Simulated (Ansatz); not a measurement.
**A Fermi-surface study of Ca (Immm)**

Input

```yaml
crystal:
  lattice:
    - [-2.09648746, 2.10173181, 2.44535246]
    - [2.09648746, -2.10173181, 2.44535246]
    - [2.09648746, 2.10173181, -2.44535246]
  atoms:
    - { symbol: Ca, position: [0.5, 0.5, 0.0] }
basis:
  ecutwfc: 420
kpoints:
  mp_grid: { grid: [14, 14, 14] }
hamiltonian:
  xc: pbe
scf:
  occupations: { method: gaussian, width: 0.05 }
output:
  forces: true
  eigenvalues: true
  eigenstates:
    nscf_kmesh: { grid: [18, 18, 18] }
    top_band: c6
    de_dk: true
    localisation: false
  stress: true
checkpoint:
  write: ck
  compress: false
  write_wavefunctions: false
  write_every: 100000
```

Command:

```sh
ansatz run input.yaml --threads 1 --pin off --max-ram 3072MiB --backend cpu --events-out ev --progress --plain --runs-dir out
```

The calculation used DFT PBE, scalar-relativistic, plane waves, PAW; levels and slopes on a dense k mesh at the converged density (Ansatz 0.2.0). No spin polarisation. k mesh for the levels: 18×18×18. Unrelaxed database geometry. The cell comes from a database of computed structures, not from a measurement.

Part 1: The sheets

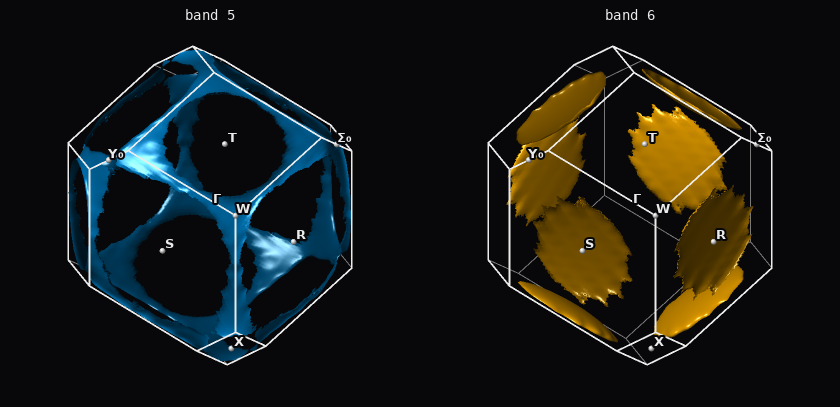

Computed Fermi surface of this crystal. Each panel holds one band. The brighter face of a sheet looks towards empty states.

**What does each sheet look like, and where are the electron and hole pockets?**

Two bands cross the Fermi level; this is a three-dimensional metal.

Band 5: an open hole network that joins neighbouring zones in all directions (4.4 % of the zone).
Band 6: two electron pockets centred at S (each 1.2 % of the zone) and two electron pockets centred at R (each 1.0 % of the zone).
A pocket cut by a face of the zone is counted once with the part on the opposite face.
The shape of the surface of band 5 changes its kind within 0.04 eV of this level, so small parts may appear, vanish, join or separate.

Part 2: Cuts and bands

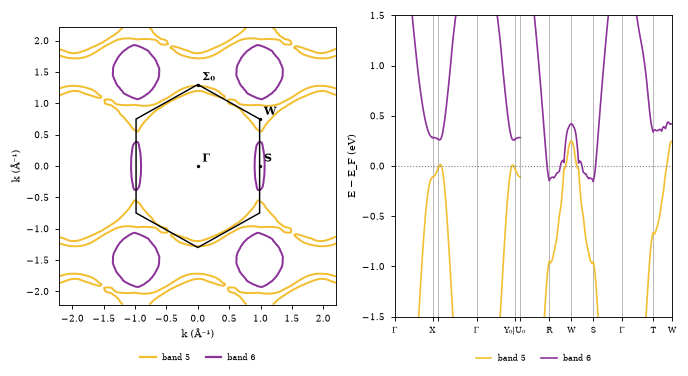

This crystal: cut through the Fermi surface in the plane through Γ, S and W, and the bands that cross the Fermi level.

**For each band, read its level at the labelled points (eV from the Fermi level).**

```tsv
band	Γ	X	S	R	T
band 5	below	−0.11	−0.96	−0.95	−0.67
band 6	above	+0.28	−0.15	−0.14	+0.34
```

Negative values are filled states; "above" and "below" lie outside the plotted window.

Part 3: Speeds

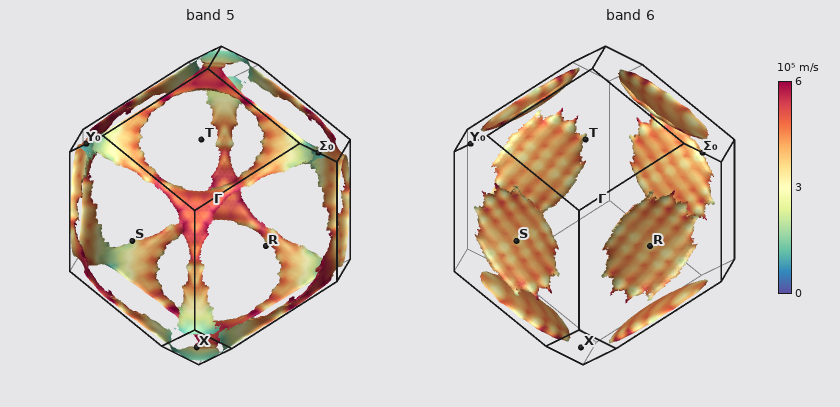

Fermi surface of this crystal, coloured by the Fermi speed.

**Give the range and mean of the Fermi speed for each band.**

Band 5: 1.5 to 5.9 × 10⁵ m/s over most of the sheet, 3.7 × 10⁵ m/s on average over states. Band 6: 3.1 to 5.1 × 10⁵ m/s over most of the sheet, 4.3 × 10⁵ m/s on average over states.

The mesh is coarse (steps of 0.12 Å⁻¹). Necks and pockets thinner than about two mesh steps aren't resolved, so separate pockets may in truth be joined.

Time for the whole run: 18 s on 1 thread of Arm Neoverse V2 (shared host), peak memory 0.47 GiB.
